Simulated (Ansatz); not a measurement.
# Na₃H₈: what the fields show

Input file:

```
crystal:
  lattice:
    - [0.0, 4.5663121514, 4.5663121514]
    - [4.5663121514, 0.0, 4.5663121514]
    - [4.5663121514, 4.5663121514, 0.0]
  atoms:
    - { symbol: Na, position: [0.25, 0.25, 0.25] }
    - { symbol: Na, position: [0.75, 0.75, 0.75] }
    - { symbol: Na, position: [0.0, 0.0, 0.0] }
    - { symbol: H, position: [0.4370792149, 0.4370792149, 0.4370792149] }
    - { symbol: H, position: [0.4370792149, 0.4370792149, 0.6887623553] }
    - { symbol: H, position: [0.4370792149, 0.6887623553, 0.4370792149] }
    - { symbol: H, position: [0.6887623553, 0.4370792149, 0.4370792149] }
    - { symbol: H, position: [0.5629207851, 0.5629207851, 0.3112376447] }
    - { symbol: H, position: [0.5629207851, 0.5629207851, 0.5629207851] }
    - { symbol: H, position: [0.5629207851, 0.3112376447, 0.5629207851] }
    - { symbol: H, position: [0.3112376447, 0.5629207851, 0.5629207851] }
basis:
  ecutwfc: 420
kpoints:
  mp_grid: { grid: [8, 8, 8] }
hamiltonian:
  xc: pbe
scf:
  occupations: { method: gaussian, width: 0.1 }
output:
  forces: true
  stress: true
  eigenvalues: true
  write_density: true
  write_potential: true
  elf: true
  volumetric_format: npy
relax:
  adjacent_minimum: "off"
  f_tol: 0.01
  max_steps: 80
  cell: { stress_tol: 0.05 }
```

Launched as:

```sh
ansatz run input.yaml --threads 1 --pin off --max-ram 2048MiB --backend cpu --events-out ev --progress --plain --runs-dir out
```

Below, planes, directions and counts refer to the conventional cell (a = 9.13 Å, b = 9.13 Å, c = 9.13 Å, α = 90.00°, β = 90.00°, γ = 90.00°).

The fields are those of the relaxed geometry.

Space group Fm-3m; a structure generated by program, which may or may not match a known phase; computed without spin polarisation.

Level of theory: DFT PBE, scalar-relativistic, plane waves, PAW in Ansatz 0.2.0.

Core electrons are frozen (PAW), and the valence fields are smoothed inside the atomic spheres.

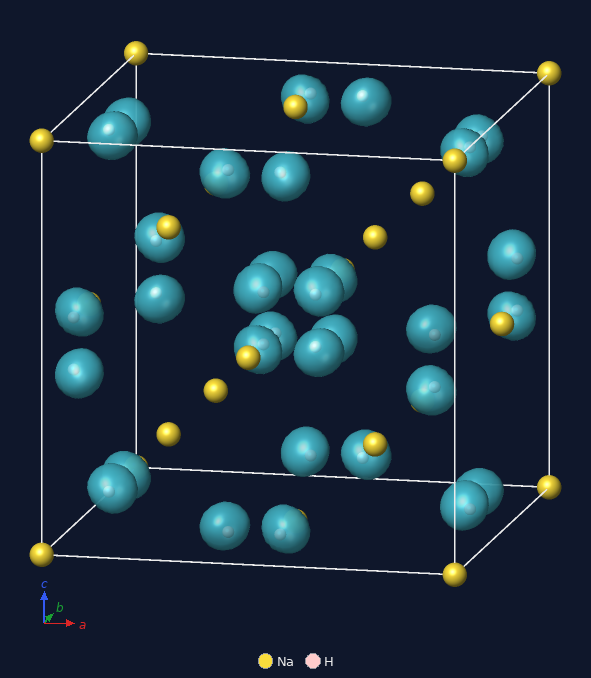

Figure 1. Isosurface of the ELF at 0.85 (cyan), seen slightly off an axis. Core shells and regions of very low density are left out.

Q: What do the ELF domains correspond to?

A: At this value the surface marks out 32 regions around hydrogen nuclei, counted in one cell of 44 atoms. Regions shared between cells count once. Along the contacts the grid gives the following. H–H (1.15 Å): the ELF is about 0.75 at the midpoint. Na–H (2.96 Å): the ELF climbs to about 1 towards the hydrogen.

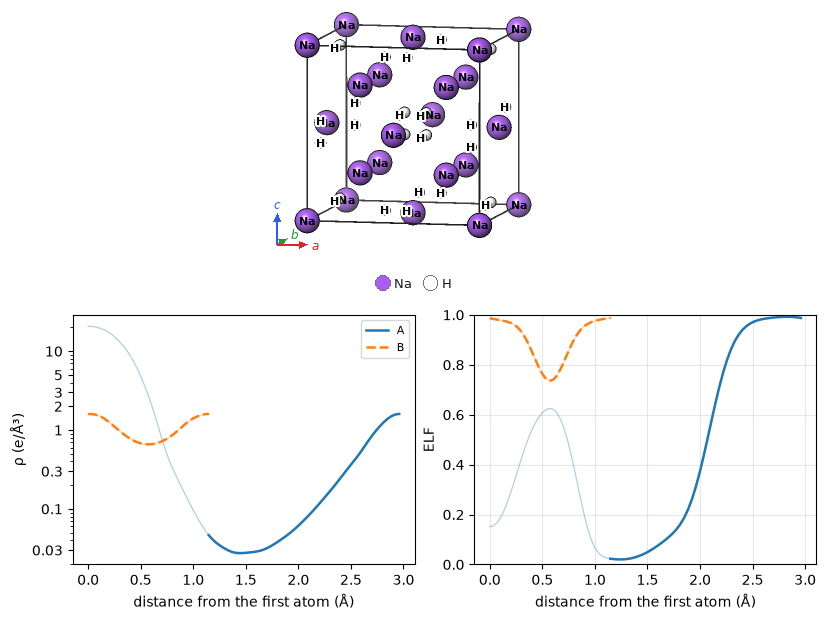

Figure 2. Valence charge density (pseudo) and electron localisation function along straight lines between neighbouring atoms. Thin, pale parts lie inside the atomic spheres. The structure is drawn too.

Q: Which curve belongs to which contact (H–H and Na–H)? The first atom named is at distance zero.

A: Curve A: Na–H (2.96 Å): the density is about 0.03 e/Å³ at the midpoint; the ELF climbs to about 1 towards the hydrogen. Curve B: H–H (1.15 Å): ρ is about 0.66 e/Å³ halfway; the ELF is about 0.75 at the midpoint.

Q: Does the calculation make it a metal, or give it a gap?

A: It is metallic or semimetallic at this level of theory: no gap opens.
